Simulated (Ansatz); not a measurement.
## Electronic structure of WSe$_{3}$ in real space

```xyz
4
Lattice="3.0257 0.0000 0.0000 0.0000 3.0257 0.0000 0.0000 0.0000 10.6243" Properties=species:S:1:pos:R:3 pbc="T T T"
W     1.5128    1.5128    5.3122
Se    0.0000    0.0000    3.7350
Se    0.0000    0.0000    6.8894
Se    0.0000    0.0000    0.0000
```

Space group P4/mmm; a structure generated by program, which may or may not match a known phase.

Computed with DFT PBE, scalar-relativistic, plane waves, PAW (Ansatz).

The density is the valence pseudo-density of a PAW calculation; it isn't the true density close to the nuclei.

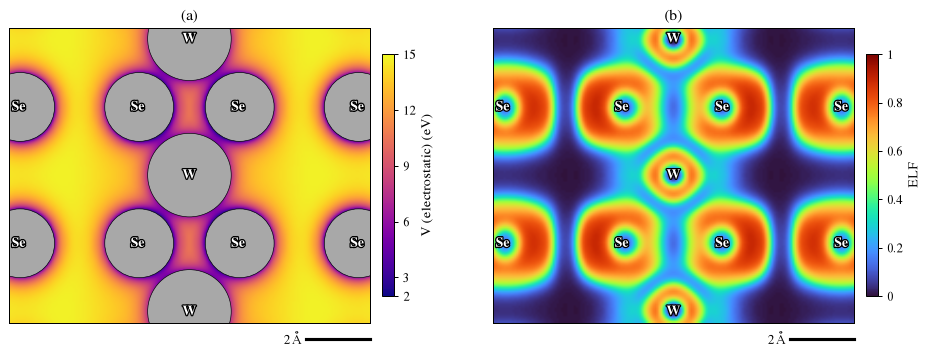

Figure 1. (a) electrostatic potential (local pseudopotential plus Hartree) felt by an electron; (b) ELF on the (11̄0) plane of the conventional cell. Grey discs cover the atomic cores in the potential map.

Q: What do the fields say about this system?

A:
- The section cuts through W and Se sites.
- W–Se (2.66 Å): the ELF is about 0.45 at the midpoint.
- The features right at W lie inside the PAW spheres, where the map follows smoothed inner orbitals and isn't to be read closely.
- Outside the cores the potential energy rises away from the atoms and is highest about 2.5 Å from the nearest atoms; its zero is arbitrary.

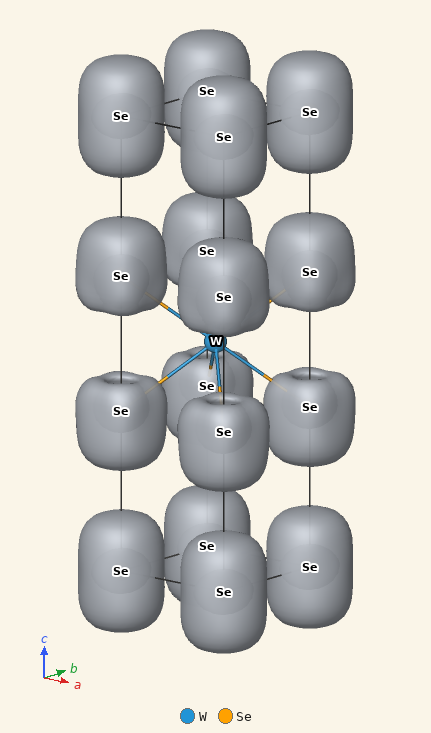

Figure 2. Isosurface of the ELF at 0.7 (grey), seen at an oblique angle. Only the valence region is drawn (cores and ρ < 0.01 e/Å³ removed). Sticks mark near contacts.

Q: Describe the localisation domains.

A: The surface consists of three regions wrapped around Se (the valence shell of each), counted in one cell of 4 atoms. Regions shared between cells count once.

Q: Does the calculation give a band gap?

A: It is metallic or semimetallic at this level of theory: no gap opens; semilocal functionals without U, or without the true magnetic order, often close the gap of such compounds.
